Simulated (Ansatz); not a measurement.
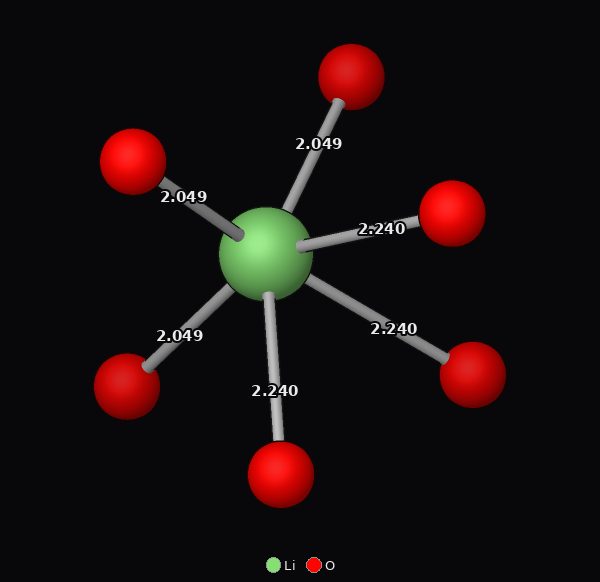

The surroundings of site Li1 (at 0.667, 0.333, 0.051) in LiNbO$_{3}$ (R3c, No. 161), with bond lengths in Å.

The cell is taken from the geometry relaxed with DFT r2SCAN, scalar-relativistic, plane waves, PAW (Ansatz).

```xyz
30
Lattice="5.1376 0.0000 0.0000 -2.5688 4.4493 0.0000 0.0000 0.0000 13.8837" Properties=species:S:1:pos:R:3 pbc="T T T"
Li    2.5688    1.4831    0.7117
Li    0.0000    0.0000    3.0257
Nb    2.5688    1.4831    4.6260
Nb    0.0000    2.9662    2.3120
O    -0.9189    1.6822    3.7504
O    -0.6526    4.4040    3.7504
O     1.5714    2.8124    3.7504
O     0.6526    1.4378    1.4365
O     0.9974    4.2955    1.4365
O    -1.6499    3.1653    1.4365
Li    0.0000    2.9662    5.3396
Li    2.5688    1.4831    7.6536
Nb    0.0000    2.9662    9.2539
Nb    0.0000    0.0000    6.9399
O     1.6499    3.1653    8.3783
O    -0.6526    1.4378    8.3783
O    -0.9974    4.2955    8.3783
O     3.2213    2.9209    6.0643
O     0.9974    1.3293    6.0643
O     3.4877    0.1991    6.0643
Li    0.0000    0.0000    9.9675
Li    0.0000    2.9662   12.2815
Nb    0.0000    0.0000   13.8818
Nb    2.5688    1.4831   11.5678
O     1.6499    0.1991   13.0062
O     1.9162    2.9209   13.0062
O     4.1402    1.3293   13.0062
O     0.6526    4.4040   10.6922
O    -1.5714    2.8124   10.6922
O     0.9189    1.6822   10.6922
```

Bond valence s = exp((R0 − d)/b), R0 fitted to published crystal structures with b = 0.37 Å; R0 in Å: Li+–O 1.449.

**Calculate the bond-valence sum of Li1 from the bonds drawn.**

3 × 0.198 + 3 × 0.118 = 0.95 v.u., against a formal valence of 1: a close match.

Further R0 (Å): Nb5+–O 1.908.

**And over the whole structure?**

```tsv
site	x, y, z	formal valence	bond-valence sum	difference
Li1	0.667, 0.333, 0.051	+1	0.99	-0.01
Nb1	0.667, 0.333, 0.333	+5	4.96	-0.04
O1	0.010, 0.378, 0.270	−2	1.98	-0.02
```

These sums include all anions within 5 Å. The global instability index (root mean square of the differences over all atoms) is 0.03 v.u.: little strain.
